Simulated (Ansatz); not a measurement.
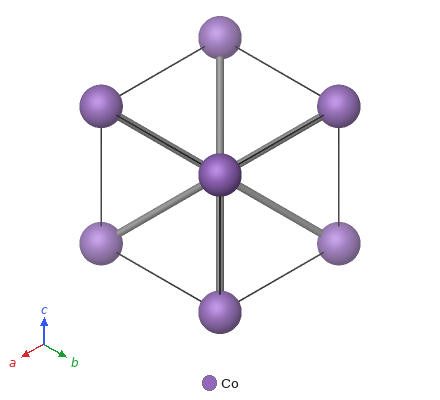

Co (Im-3m, No. 229): a calculation's starting geometry; the starting structure was generated, so it need not be a known form of this composition.

Space group Im-3m (No. 229). a = 2.798 Å, b = 2.798 Å, c = 2.798 Å, α = 90.00°, β = 90.00°, γ = 90.00°
```json
{"atom": "Co", "site": "2a", "symmetry": "m-3m", "x": "0.0000", "y": "0.0000", "z": "0.0000"}
```

What will a dark-field STEM-like image along [111] show? Simulation: incoherent imaging, intensity Z^1.7 per atom, probe width 1.30 Å, thin sample.

The columns repeat on a hexagonal net with a repeat of 2.28 Å (plane group p6mm). All columns are alike (Co). The shortest distance between visible columns is 2.28 Å in projection. Along the beam the structure repeats every 2.42 Å.

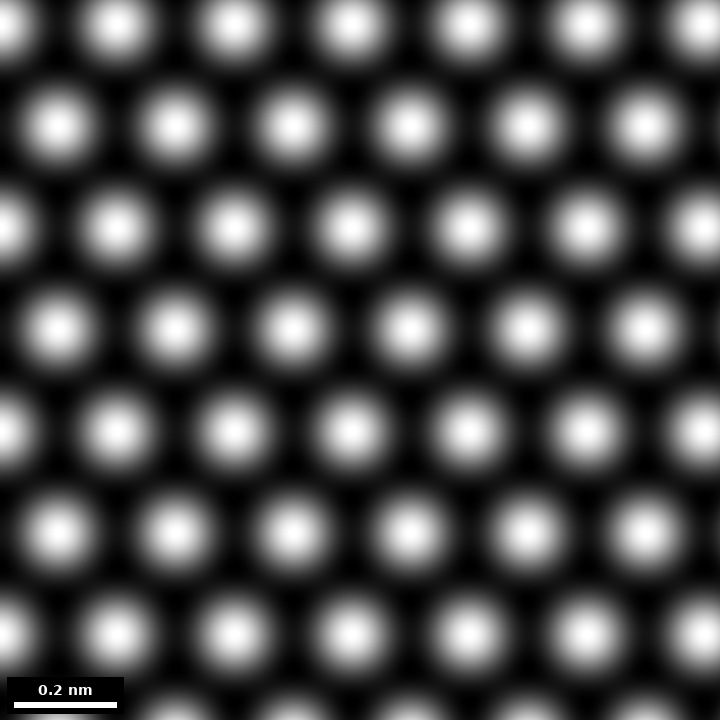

The simulated image.
